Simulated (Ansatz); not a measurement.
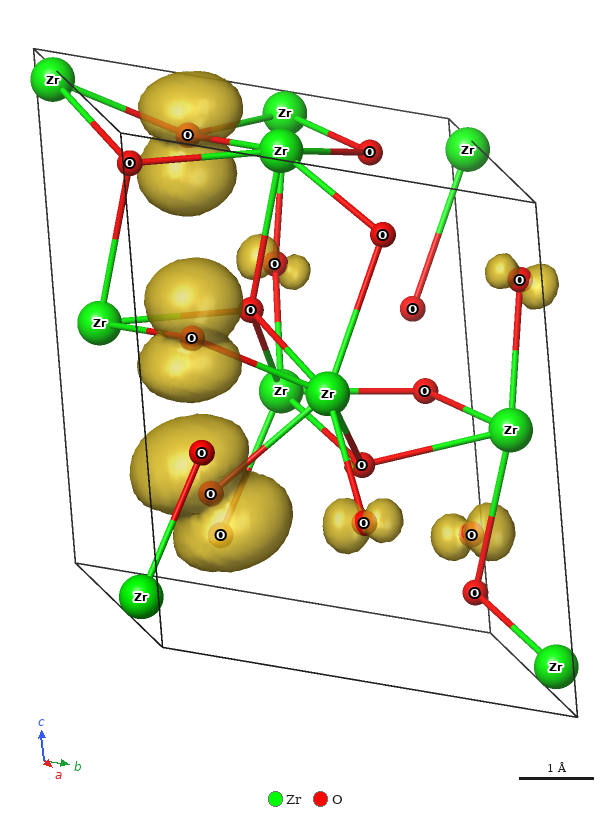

The picture shows: Zr8O17 (cell charge −1, with a compensating background) (cell with a defect). Isosurfaces of the spin density at +0.015 (yellow) and −0.015 e/Å³ (cyan), seen slightly off an axis. Sticks mark near contacts.

Spin-polarised.

All numbers below come from DFT PBEsol, scalar-relativistic, plane waves, PAW (Ansatz 0.2.0).

The density is the valence pseudo-density of a PAW calculation; it isn't the true density close to the nuclei.

```cif
data_structure
_symmetry_space_group_name_H-M 'P 1'
_symmetry_Int_Tables_number 1
_cell_length_a 6.7281
_cell_length_b 7.3114
_cell_length_c 7.3114
_cell_angle_alpha 90.920
_cell_angle_beta 116.257
_cell_angle_gamma 116.257
_cell_volume 279.06
loop_
_atom_site_label
_atom_site_type_symbol
_atom_site_fract_x
_atom_site_fract_y
_atom_site_fract_z
_atom_site_occupancy
Zr1 Zr 0.77799 0.00158 0.06206 1
Zr2 Zr 0.77638 0.49797 0.52403 1
Zr3 Zr 0.26893 0.54848 0.99269 1
Zr4 Zr 0.28901 0.04999 0.52060 1
Zr5 Zr 0.72593 0.94756 0.50644 1
Zr6 Zr 0.70569 0.44603 0.97804 1
Zr7 Zr 0.21679 0.49435 0.43706 1
Zr8 Zr 0.21832 0.99795 0.97546 1
O1 O 0.85762 0.97490 0.82401 1
O2 O 0.89409 0.53872 0.29756 1
O3 O 0.37879 0.81505 0.50732 1
O4 O 0.31415 0.29918 0.92372 1
O5 O 0.02408 0.35565 0.10615 1
O6 O 0.02730 0.86933 0.61695 1
O7 O 0.47096 0.87902 0.13947 1
O8 O 0.46975 0.38685 0.62158 1
O9 O 0.52429 0.61736 0.36035 1
O10 O 0.52512 0.10930 0.87827 1
O11 O 0.97103 0.14050 0.39270 1
O12 O 0.96778 0.62698 0.88211 1
O13 O 0.61548 0.68070 0.99161 1
O14 O 0.68047 0.19674 0.57540 1
O15 O 0.13724 0.52099 0.67523 1
O16 O 0.09876 0.95426 0.20129 1
O17 O 0.49480 0.24802 0.24980 1
```

Describe the spin distribution.

Answer. The spin density sits on O: +0.6 μB in one cell of 25 atoms, with smaller moments on other sites: O (up to +0.17 μB): with much of the spin spread outside that site. The cell of the calculation (25 atoms) carries 1.0 μB of net spin moment. Only one sign reaches the isovalue.
